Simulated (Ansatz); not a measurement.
**W$_{8}$C$_{9}$: molecular dynamics (part 1 of 5)**

The run: molecular dynamics of W$_{8}$C$_{9}$ (slab, 17 atoms in the cell). Method and program: DFT PBE, scalar-relativistic, plane waves, PAW, PAW set soft_1, no spin polarisation (Ansatz 0.2.0).

The structure derives from an entry of the Crystallography Open Database. The input holds or restrains some coordinates. It belongs to a series of runs on one base structure; here: dynamics from the last frame of the run before. Figures and captions count atoms from 1; the log counts them from 0 in places.

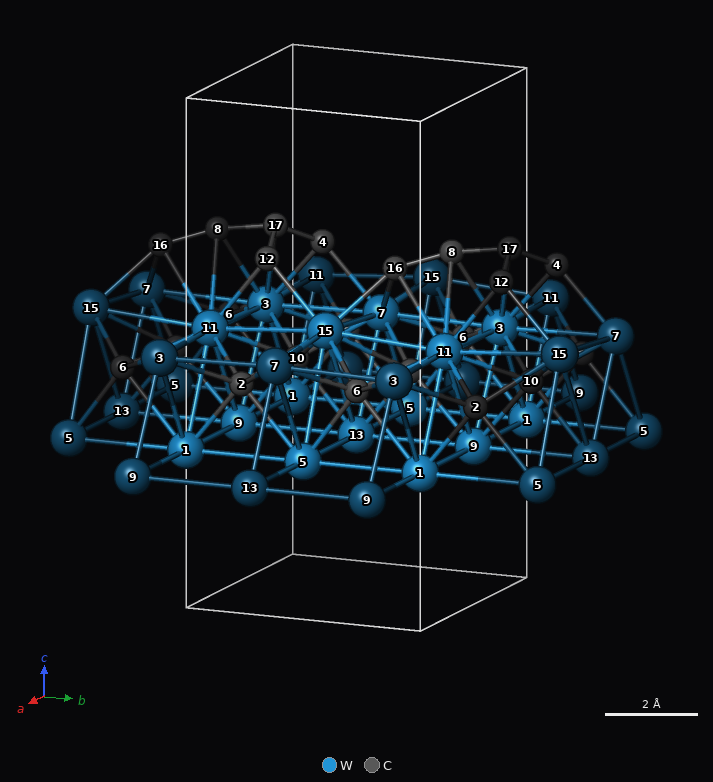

Fig. 1: The starting structure (ball-and-stick view of the cell of the calculation, with the vacuum cut short, seen slightly off an axis; neighbours outside the cell are drawn fainter; atoms are numbered from 1 in the order of the input). An atom can appear more than once, as a periodic image.

**Results in brief**

- outcome: finished
- mean temperature over the second half: 828 K
- trajectory: 180 steps, 270 fs
- ensemble: nve
- temperature in the input: 1050.0 K
- time step: 1.5 fs
- electrons treated: 148
- potential energy (free energy of the electrons) (last step): −85325.7072 eV
- Fermi energy (last step): 4.185 eV
- largest force (length of the vector) (last step), held atoms and coordinates included: 3.831 eV/Å
- hardware: 2 threads of Arm Neoverse V1, 24 GiB of memory available, shared host
- wall time: 26 min (CPU time 52 min)
- peak memory: 0.92 GiB

**Remarks**

The input asks for low accuracy. Spin–orbit coupling is left out, which matters for W. So short a trajectory is not equilibrated.

**The input**
```yaml
accuracy: low
crystal:
  lattice:
    - [5.74906, 0.0, 0.0]
    - [0.0, 5.63318, 0.0]
    - [0.0, 0.0, 15.149027]
  atoms:
    - { symbol: W, position: [0.0, 0.0, 0.0660108] }
    - { symbol: C, position: [0.00249861, 0.23767154, 0.17257432] }
    - { symbol: W, position: [0.26353307, 0.00678901, 0.2240536] }
    - { symbol: C, position: [0.27652493, 0.25423402, 0.3269183] }
    - { symbol: W, position: [0.0, 0.5, 0.0660108] }
    - { symbol: C, position: [-0.00588411, 0.72639058, 0.17864696] }
    - { symbol: W, position: [0.26198802, 0.49865296, 0.22834957] }
    - { symbol: C, position: [0.47535294, 0.89569842, 0.349607] }
    - { symbol: W, position: [0.5, 0.0, 0.0660108] }
    - { symbol: C, position: [0.52354741, 0.25721279, 0.17381151] }
    - { symbol: W, position: [0.74615166, -0.01251882, 0.22599921] }
    - { symbol: C, position: [0.69707173, 0.20907678, 0.33367093] }
    - { symbol: W, position: [0.5, 0.5, 0.0660108] }
    - { symbol: C, position: [0.5002773, 0.73221164, 0.16929486] }
    - { symbol: W, position: [0.75981066, 0.48584395, 0.24061315] }
    - { symbol: C, position: [0.56633555, 0.69467776, 0.32588439] }
    - { symbol: C, position: [0.4646545, 0.13864605, 0.36235806] }
basis:
  ecutwfc: 420.0
kpoints:
  mp_grid: { grid: [3, 3, 1] }
hamiltonian:
  xc: pbe
  pseudopotentials: { kind: paw, azcp: { folder: soft_1 } }
scf:
  occupations: { method: fermi_dirac, width: 0.15 }
  lower_state_search: "off"
md:
  timestep: 1.5
  n_steps: 180
  ensemble: nve
  temperature: 1050.0
  initial_velocities: maxwell_boltzmann
  seed: 719237
  constraints: [{ sites: [0, 4, 8, 12] }]
```

Launched with:
```bash
ansatz run input.yaml --threads 2 --pin off --max-ram 5120MiB --backend cpu --events-out ev --progress --plain --runs-dir out
```

**The program's output**
```
Warning: md: disabling space-group detection — thermal motion breaks the input geometry's symmetry, so no spatial operation reduces the k-mesh or symmetrises the density; time reversal is kept, so that k and −k are solved as one point where they differ and the mesh holds both, and exact exchange and, on two spinor components, a DFT+U term hold to it where the run has them: on two components no moment then forms, and a state that bears one, which a typed moment (crystal.atoms[].spin; refused beside efield: under a hybrid functional) reaches, can lie lower, under hf by electronvolts; crystal.symmetry.detect: false (a key that needs symmetry detection or time reversal refuses this as the deck is read) with time_reversal: false beside it drops time reversal too
band count auto-derived: 93 (N_el = 148.0; filled up to band 74; 91 by the electrons, moments and atoms)
Engine: ansatz 0.2.0, aarch64-unknown-linux-gnu
Pseudopotentials: kind: paw
Pseudopotential: W, paw, valence charge 14, recommended cutoff 420 eV (normal), [file]
Pseudopotential: C, paw, valence charge 4, recommended cutoff 420 eV (normal), [file]
Functional definition: PBE
  parameter kappa = 0.804
  parameter beta = 0.06672455060314922
  exchange = pbe_x(kappa = kappa, mu = beta*pi^2/3)
  correlation = pbe_c(beta = beta)
Crystal: 17 atoms, lattice volume = 490.609 Å³
Basis set: ecut = 420 eV, 9623 PW (Γ), exchange–correlation on 80×80×216 points (8 copies of the dense FFT grid, shifted against one another)
Bands: 93, of which v1, the nominal top of the filled ones, is band 74 counted from 1 (73 counted from 0)
Symmetry: 1 space group operations
k-points: 5 of 9 (time reversal used)
Non-local potential: W, projectors of the file, l = 0: 3, l = 1: 2, l = 2: 2, l = 3: 1
Non-local potential: C, projectors of the file, l = 0: 2, l = 1: 2, l = 2: 1
PAW form: soft (Blöchl's): semilocal exchange-correlation on the pseudo side does not see the compensation charge
PAW one-centre angular grid: W, 590 points (default); XC on 64 Gauss nodes
PAW one-centre angular grid: C, 110 points (default); XC on 64 Gauss nodes
Initial density: superposition of atomic densities (neutral atoms: chi_scale 0, normalization atom)
Initial wavefunctions: pseudopotential atomic-orbital guess
Functional: x = pbe(κ = 0.804, μ = 0.2195149727645171), c = pbe(β = 0.06672455060314922)
SCF iter   1: F=—  HF=-85343.019962 eV  |F-HF|=—  |Δ(HF+E_count)|=         —  Δρ=8.93e-2  dr2=1.21e2  ethr=3.10e-3  ⟨swp⟩=8.0  Hψ=2321  notcnv=0
preconditioner: auto → LDOS  [metal: Δε(μ)=0.009 eV  Ē_g=8.518 eV  σ=0.150 eV  W_gap=0.01  n_scr=82 (ndim 8)  ℏωp=15.4 eV  f_vac=0.501  D(μ)=9.02/eV (n_scr^D=56)  β→1.0]
SCF iter   2: F=—  HF=-85336.463660 eV  |F-HF|=—  |Δ(HF+E_count)|=    6.56e0  Δρ=7.41e-2  dr2=6.82e1  ethr=3.10e-3  ⟨swp⟩=8.4  Hψ=1427  notcnv=0  defer=3
SCF iter   3: F=—  HF=-85326.529333 eV  |F-HF|=—  |Δ(HF+E_count)|=    9.93e0  Δρ=9.22e-3  dr2=9.89e-1  ethr=3.10e-3  ⟨swp⟩=6.0  Hψ=1297  notcnv=0
SCF iter   4: F=—  HF=-85326.367654 eV  |F-HF|=—  |Δ(HF+E_count)|=   1.62e-1  Δρ=2.70e-3  dr2=3.24e-2  ethr=6.68e-4  ⟨swp⟩=2.4  Hψ=899  notcnv=0
SCF iter   5: F=—  HF=-85326.374870 eV  |F-HF|=—  |Δ(HF+E_count)|=   7.22e-3  Δρ=8.40e-4  dr2=3.90e-3  ethr=2.19e-5  ⟨swp⟩=2.8  Hψ=1056  notcnv=0
SCF iter   6: F=—  HF=-85326.375718 eV  |F-HF|=—  |Δ(HF+E_count)|=   8.48e-4  Δρ=2.55e-4  dr2=3.84e-4  ethr=2.64e-6  ⟨swp⟩=2.4  Hψ=840  notcnv=0
SCF iter   7: F=—  HF=-85326.375859 eV  |F-HF|=—  |Δ(HF+E_count)|=   1.42e-4  Δρ=9.40e-5  dr2=8.55e-5  ethr=2.59e-7  ⟨swp⟩=2.6  Hψ=963  notcnv=0
SCF iter   8: F=—  HF=-85326.375924 eV  |F-HF|=—  |Δ(HF+E_count)|=   6.50e-5  Δρ=3.12e-5  dr2=1.05e-5  ethr=5.78e-8  ⟨swp⟩=2.0  Hψ=797  notcnv=0
SCF iter   9: F=—  HF=-85326.375919 eV  |F-HF|=—  |Δ(HF+E_count)|=   4.96e-6  Δρ=9.17e-6  dr2=5.54e-7  ethr=7.08e-9  ⟨swp⟩=3.0  Hψ=955  notcnv=0
SCF iter  10: F=—  HF=-85326.375920 eV  |F-HF|=—  |Δ(HF+E_count)|=   3.51e-7  Δρ=3.14e-6  dr2=8.29e-8  ethr=3.75e-10  ⟨swp⟩=3.2  Hψ=1080  notcnv=0
SCF iter  11: F=-85326.375920 eV  HF=-85326.375920 eV  |F-HF|=2.14e-9  |Δ(HF+E_count)|=   4.83e-8  Δρ=1.07e-6  dr2=1.08e-8  ethr=1.15e-11  ⟨swp⟩=6.0  Hψ=1835  notcnv=0
SCF 1 converged in 11 iterations: F = -85326.375920 eV  dr2 = 1.08e-8
  greatest PAW one-centre occupation: 0.999 electrons in one spin orbital (limit 2), on the W atom at site 14 (counted from 0), in its partial waves of l = 0
md step     0: t =     0.00 fs  T =  1050.0 K  F+E_penalty+E_count = -85326.37591966 eV  E_kin = 1.764399 eV  conserved = -85324.61152067 eV  (11 SCF iters)
Initial density: handed on by an earlier stage of this run
Initial wavefunctions: those handed on with the density
iter 1 solved again at ethr=3.67e-5 eV; its pass at ethr=3.10e-3 eV (dr2=5.43e-2 eV) is discarded
SCF iter   1: F=—  HF=-85326.309096 eV  |F-HF|=—  |Δ(HF+E_count)|=         —  Δρ=2.97e-3  dr2=4.80e-2  ethr=3.67e-5  ⟨swp⟩=2.4  Hψ=2383  notcnv=0
preconditioner: auto → LDOS  [metal: Δε(μ)=0.066 eV  Ē_g=7.270 eV  σ=0.150 eV  W_gap=0.11  n_scr=82 (ndim 8)  ℏωp=15.4 eV  f_vac=0.514  D(μ)=9.71/eV (n_scr^D=56)  β→1.0]
SCF iter   2: F=—  HF=-85326.301850 eV  |F-HF|=—  |Δ(HF+E_count)|=   7.25e-3  Δρ=1.76e-3  dr2=2.50e-2  ethr=3.24e-5  ⟨swp⟩=3.0  Hψ=1049  notcnv=0
SCF iter   3: F=—  HF=-85326.294326 eV  |F-HF|=—  |Δ(HF+E_count)|=   7.52e-3  Δρ=2.57e-4  dr2=5.79e-4  ethr=1.69e-5  ⟨swp⟩=2.0  Hψ=701  notcnv=0
SCF iter   4: F=—  HF=-85326.294171 eV  |F-HF|=—  |Δ(HF+E_count)|=   1.55e-4  Δρ=7.04e-5  dr2=2.39e-5  ethr=3.91e-7  ⟨swp⟩=3.0  Hψ=993  notcnv=0
SCF iter   5: F=—  HF=-85326.294213 eV  |F-HF|=—  |Δ(HF+E_count)|=   4.19e-5  Δρ=1.87e-5  dr2=1.67e-6  ethr=1.62e-8  ⟨swp⟩=2.0  Hψ=791  notcnv=0
SCF iter   6: F=—  HF=-85326.294200 eV  |F-HF|=—  |Δ(HF+E_count)|=   1.27e-5  Δρ=5.85e-6  dr2=2.87e-7  ethr=1.13e-9  ⟨swp⟩=3.6  Hψ=1065  notcnv=0
SCF iter   7: F=—  HF=-85326.294200 eV  |F-HF|=—  |Δ(HF+E_count)|=   5.68e-8  Δρ=1.87e-6  dr2=3.18e-8  ethr=1.94e-10  ⟨swp⟩=2.2  Hψ=735  notcnv=0
SCF iter   8: F=-85326.294200 eV  HF=-85326.294200 eV  |F-HF|=3.99e-9  |Δ(HF+E_count)|=   1.28e-8  Δρ=6.44e-7  dr2=3.69e-9  ethr=1.15e-11  ⟨swp⟩=5.6  Hψ=1664  notcnv=0
SCF 2 converged in 8 iterations: F = -85326.294200 eV  dr2 = 3.69e-9
md step     1: t =     1.50 fs  T =  1003.0 K  F+E_penalty+E_count = -85326.29420023 eV  E_kin = 1.685346 eV  conserved = -85324.60885449 eV  (8 SCF iters)
[... from here on the SCF iterations and repeated set-up lines of each step are left out, up to the last step ...]
md step     2: t =     3.00 fs  T =   953.1 K  F+E_penalty+E_count = -85326.20864358 eV  E_kin = 1.601585 eV  conserved = -85324.60705897 eV  (8 SCF iters)
md step     3: t =     4.50 fs  T =   916.3 K  F+E_penalty+E_count = -85326.14706181 eV  E_kin = 1.539799 eV  conserved = -85324.60726288 eV  (8 SCF iters)
md step     4: t =     6.00 fs  T =   891.7 K  F+E_penalty+E_count = -85326.10729168 eV  E_kin = 1.498404 eV  conserved = -85324.60888747 eV  (8 SCF iters)
md step     5: t =     7.50 fs  T =   865.6 K  F+E_penalty+E_count = -85326.06495834 eV  E_kin = 1.454487 eV  conserved = -85324.61047115 eV  (5 SCF iters)
md step     6: t =     9.00 fs  T =   824.1 K  F+E_penalty+E_count = -85325.99551274 eV  E_kin = 1.384769 eV  conserved = -85324.61074359 eV  (4 SCF iters)
md step     7: t =    10.50 fs  T =   764.6 K  F+E_penalty+E_count = -85325.89409598 eV  E_kin = 1.284763 eV  conserved = -85324.60933316 eV  (4 SCF iters)
md step     8: t =    12.00 fs  T =   698.9 K  F+E_penalty+E_count = -85325.78150900 eV  E_kin = 1.174456 eV  conserved = -85324.60705275 eV  (4 SCF iters)
md step     9: t =    13.50 fs  T =   646.5 K  F+E_penalty+E_count = -85325.69181994 eV  E_kin = 1.086342 eV  conserved = -85324.60547748 eV  (4 SCF iters)
md step    10: t =    15.00 fs  T =   620.9 K  F+E_penalty+E_count = -85325.64891081 eV  E_kin = 1.043330 eV  conserved = -85324.60558115 eV  (7 SCF iters)
md step    11: t =    16.50 fs  T =   622.0 K  F+E_penalty+E_count = -85325.65199140 eV  E_kin = 1.045183 eV  conserved = -85324.60680881 eV  (5 SCF iters)
md step    12: t =    18.00 fs  T =   639.8 K  F+E_penalty+E_count = -85325.68303701 eV  E_kin = 1.075108 eV  conserved = -85324.60792914 eV  (5 SCF iters)
md step    13: t =    19.50 fs  T =   664.3 K  F+E_penalty+E_count = -85325.72461077 eV  E_kin = 1.116253 eV  conserved = -85324.60835777 eV  (4 SCF iters)
md step    14: t =    21.00 fs  T =   690.8 K  F+E_penalty+E_count = -85325.76922319 eV  E_kin = 1.160883 eV  conserved = -85324.60834025 eV  (5 SCF iters)
md step    15: t =    22.50 fs  T =   718.9 K  F+E_penalty+E_count = -85325.81645635 eV  E_kin = 1.208091 eV  conserved = -85324.60836520 eV  (4 SCF iters)
md step    16: t =    24.00 fs  T =   748.1 K  F+E_penalty+E_count = -85325.86582025 eV  E_kin = 1.257121 eV  conserved = -85324.60869918 eV  (4 SCF iters)
md step    17: t =    25.50 fs  T =   775.5 K  F+E_penalty+E_count = -85325.91246990 eV  E_kin = 1.303180 eV  conserved = -85324.60929033 eV  (4 SCF iters)
md step    18: t =    27.00 fs  T =   796.1 K  F+E_penalty+E_count = -85325.94766815 eV  E_kin = 1.337784 eV  conserved = -85324.60988441 eV  (4 SCF iters)
md step    19: t =    28.50 fs  T =   804.8 K  F+E_penalty+E_count = -85325.96255683 eV  E_kin = 1.352394 eV  conserved = -85324.61016271 eV  (4 SCF iters)
md step    20: t =    30.00 fs  T =   799.4 K  F+E_penalty+E_count = -85325.95314069 eV  E_kin = 1.343303 eV  conserved = -85324.60983806 eV  (8 SCF iters)
md step    21: t =    31.50 fs  T =   783.2 K  F+E_penalty+E_count = -85325.92480701 eV  E_kin = 1.316025 eV  conserved = -85324.60878191 eV  (4 SCF iters)
md step    22: t =    33.00 fs  T =   765.8 K  F+E_penalty+E_count = -85325.89408772 eV  E_kin = 1.286811 eV  conserved = -85324.60727691 eV  (4 SCF iters)
md step    23: t =    34.50 fs  T =   760.4 K  F+E_penalty+E_count = -85325.88389997 eV  E_kin = 1.277757 eV  conserved = -85324.60614322 eV  (4 SCF iters)
md step    24: t =    36.00 fs  T =   776.5 K  F+E_penalty+E_count = -85325.91107409 eV  E_kin = 1.304855 eV  conserved = -85324.60621881 eV  (5 SCF iters)
md step    25: t =    37.50 fs  T =   813.4 K  F+E_penalty+E_count = -85325.97421431 eV  E_kin = 1.366740 eV  conserved = -85324.60747465 eV  (4 SCF iters)
md step    26: t =    39.00 fs  T =   860.0 K  F+E_penalty+E_count = -85326.05416826 eV  E_kin = 1.445157 eV  conserved = -85324.60901123 eV  (5 SCF iters)
md step    27: t =    40.50 fs  T =   902.8 K  F+E_penalty+E_count = -85326.12703833 eV  E_kin = 1.517017 eV  conserved = -85324.61002144 eV  (4 SCF iters)
md step    28: t =    42.00 fs  T =   932.0 K  F+E_penalty+E_count = -85326.17646092 eV  E_kin = 1.566103 eV  conserved = -85324.61035782 eV  (4 SCF iters)
md step    29: t =    43.50 fs  T =   944.1 K  F+E_penalty+E_count = -85326.19668724 eV  E_kin = 1.586451 eV  conserved = -85324.61023631 eV  (4 SCF iters)
md step    30: t =    45.00 fs  T =   940.3 K  F+E_penalty+E_count = -85326.18984651 eV  E_kin = 1.580031 eV  conserved = -85324.60981526 eV  (8 SCF iters)
md step    31: t =    46.50 fs  T =   924.8 K  F+E_penalty+E_count = -85326.16323463 eV  E_kin = 1.554078 eV  conserved = -85324.60915642 eV  (4 SCF iters)
md step    32: t =    48.00 fs  T =   904.2 K  F+E_penalty+E_count = -85326.12777225 eV  E_kin = 1.519388 eV  conserved = -85324.60838423 eV  (4 SCF iters)
md step    33: t =    49.50 fs  T =   885.5 K  F+E_penalty+E_count = -85326.09573471 eV  E_kin = 1.487976 eV  conserved = -85324.60775853 eV  (4 SCF iters)
md step    34: t =    51.00 fs  T =   874.3 K  F+E_penalty+E_count = -85326.07678592 eV  E_kin = 1.469206 eV  conserved = -85324.60757962 eV  (4 SCF iters)
md step    35: t =    52.50 fs  T =   872.3 K  F+E_penalty+E_count = -85326.07376181 eV  E_kin = 1.465789 eV  conserved = -85324.60797248 eV  (4 SCF iters)
md step    36: t =    54.00 fs  T =   876.3 K  F+E_penalty+E_count = -85326.08124778 eV  E_kin = 1.472554 eV  conserved = -85324.60869346 eV  (5 SCF iters)
md step    37: t =    55.50 fs  T =   880.9 K  F+E_penalty+E_count = -85326.08947483 eV  E_kin = 1.480279 eV  conserved = -85324.60919601 eV  (5 SCF iters)
md step    38: t =    57.00 fs  T =   882.5 K  F+E_penalty+E_count = -85326.09212132 eV  E_kin = 1.483002 eV  conserved = -85324.60911912 eV  (5 SCF iters)
md step    39: t =    58.50 fs  T =   882.0 K  F+E_penalty+E_count = -85326.09086683 eV  E_kin = 1.482071 eV  conserved = -85324.60879565 eV  (4 SCF iters)
md step    40: t =    60.00 fs  T =   881.5 K  F+E_penalty+E_count = -85326.09014027 eV  E_kin = 1.481238 eV  conserved = -85324.60890215 eV  (8 SCF iters)
md step    41: t =    61.50 fs  T =   879.7 K  F+E_penalty+E_count = -85326.08767036 eV  E_kin = 1.478207 eV  conserved = -85324.60946306 eV  (5 SCF iters)
md step    42: t =    63.00 fs  T =   871.6 K  F+E_penalty+E_count = -85326.07439773 eV  E_kin = 1.464638 eV  conserved = -85324.60976004 eV  (5 SCF iters)
md step    43: t =    64.50 fs  T =   854.4 K  F+E_penalty+E_count = -85326.04493346 eV  E_kin = 1.435676 eV  conserved = -85324.60925711 eV  (4 SCF iters)
md step    44: t =    66.00 fs  T =   831.8 K  F+E_penalty+E_count = -85326.00590609 eV  E_kin = 1.397818 eV  conserved = -85324.60808852 eV  (4 SCF iters)
md step    45: t =    67.50 fs  T =   814.0 K  F+E_penalty+E_count = -85325.97461167 eV  E_kin = 1.367839 eV  conserved = -85324.60677316 eV  (4 SCF iters)
md step    46: t =    69.00 fs  T =   812.5 K  F+E_penalty+E_count = -85325.97114188 eV  E_kin = 1.365237 eV  conserved = -85324.60590470 eV  (5 SCF iters)
md step    47: t =    70.50 fs  T =   834.6 K  F+E_penalty+E_count = -85326.00855007 eV  E_kin = 1.402445 eV  conserved = -85324.60610459 eV  (5 SCF iters)
md step    48: t =    72.00 fs  T =   877.9 K  F+E_penalty+E_count = -85326.08300320 eV  E_kin = 1.475289 eV  conserved = -85324.60771436 eV  (4 SCF iters)
md step    49: t =    73.50 fs  T =   928.0 K  F+E_penalty+E_count = -85326.16944188 eV  E_kin = 1.559356 eV  conserved = -85324.61008555 eV  (5 SCF iters)
md step    50: t =    75.00 fs  T =   964.5 K  F+E_penalty+E_count = -85326.23231216 eV  E_kin = 1.620746 eV  conserved = -85324.61156662 eV  (8 SCF iters)
md step    51: t =    76.50 fs  T =   975.4 K  F+E_penalty+E_count = -85326.25002106 eV  E_kin = 1.639063 eV  conserved = -85324.61095855 eV  (5 SCF iters)
md step    52: t =    78.00 fs  T =   965.5 K  F+E_penalty+E_count = -85326.23150548 eV  E_kin = 1.622344 eV  conserved = -85324.60916194 eV  (4 SCF iters)
md step    53: t =    79.50 fs  T =   948.6 K  F+E_penalty+E_count = -85326.20247906 eV  E_kin = 1.594030 eV  conserved = -85324.60844913 eV  (4 SCF iters)
md step    54: t =    81.00 fs  T =   930.6 K  F+E_penalty+E_count = -85326.17320659 eV  E_kin = 1.563723 eV  conserved = -85324.60948319 eV  (5 SCF iters)
md step    55: t =    82.50 fs  T =   903.5 K  F+E_penalty+E_count = -85326.12875543 eV  E_kin = 1.518172 eV  conserved = -85324.61058345 eV  (5 SCF iters)
md step    56: t =    84.00 fs  T =   858.1 K  F+E_penalty+E_count = -85326.05212873 eV  E_kin = 1.441886 eV  conserved = -85324.61024240 eV  (5 SCF iters)
md step    57: t =    85.50 fs  T =   796.4 K  F+E_penalty+E_count = -85325.94685126 eV  E_kin = 1.338272 eV  conserved = -85324.60857949 eV  (5 SCF iters)
md step    58: t =    87.00 fs  T =   732.1 K  F+E_penalty+E_count = -85325.83686032 eV  E_kin = 1.230279 eV  conserved = -85324.60658144 eV  (4 SCF iters)
```
